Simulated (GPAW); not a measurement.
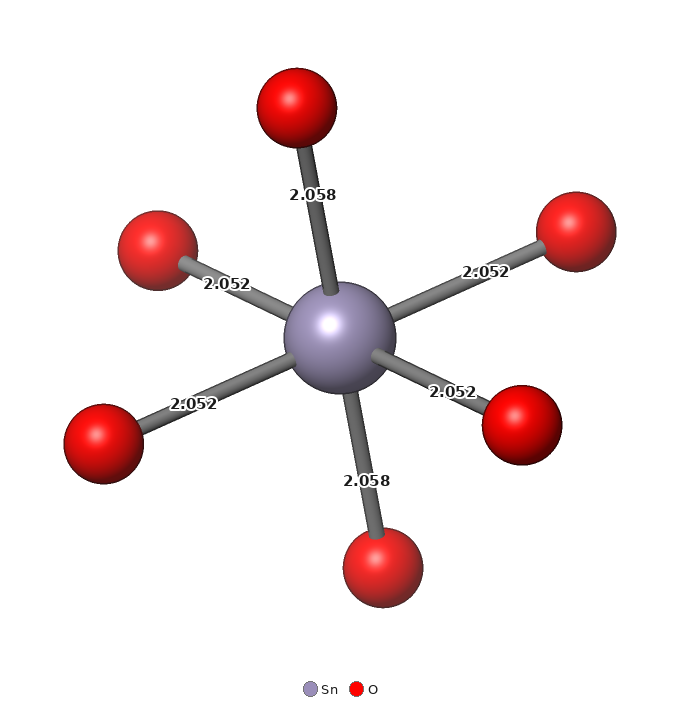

The surroundings of site Sn1 (at 0.500, 0.500, 0.500) in SnO₂ (P4_2/mnm), with bond lengths in Å.

The cell is taken from an entry of the Crystallography Open Database, as set up for an electronic-structure calculation.

```
CELL_PARAMETERS angstrom
4.73800 0.00000 0.00000
0.00000 4.73800 0.00000
0.00000 0.00000 3.18650
ATOMIC_POSITIONS crystal
Sn 0.50000 0.50000 0.50000
Sn 0.00000 0.00000 0.00000
O 0.80710 0.19290 0.50000
O 0.69290 0.69290 0.00000
O 0.19290 0.80710 0.50000
O 0.30710 0.30710 0.00000
```

Bond valence s = exp((R0 − d)/b), R0 fitted to published crystal structures with b = 0.37 Å, summed over all anions within 5 Å; R0 in Å: Sn2+–O 1.962; Sn4+–O 1.887.

Which oxidation state of Sn do these bonds support?

With the Sn2+ parameters the computed sum is 4 × 0.784 + 2 × 0.771 = 4.68. With the Sn4+ parameters the computed sum is 4 × 0.640 + 2 × 0.630 = 3.82. The sum matches its own assumption best for Sn4+, which also balances the formula's charge.

And over the whole structure?

```
site              x, y, z  formal valence  bond-valence sum  difference
 Sn1  0.500, 0.500, 0.500              +4              3.91       -0.09
  O1  0.807, 0.193, 0.500              −2              1.95       -0.05
```

These sums include all anions within 5 Å. The global instability index (root mean square of the differences over all atoms) is 0.07 v.u.: little strain. The cell was not relaxed for this table, and a volume that is off by a few per cent shifts all sums together.
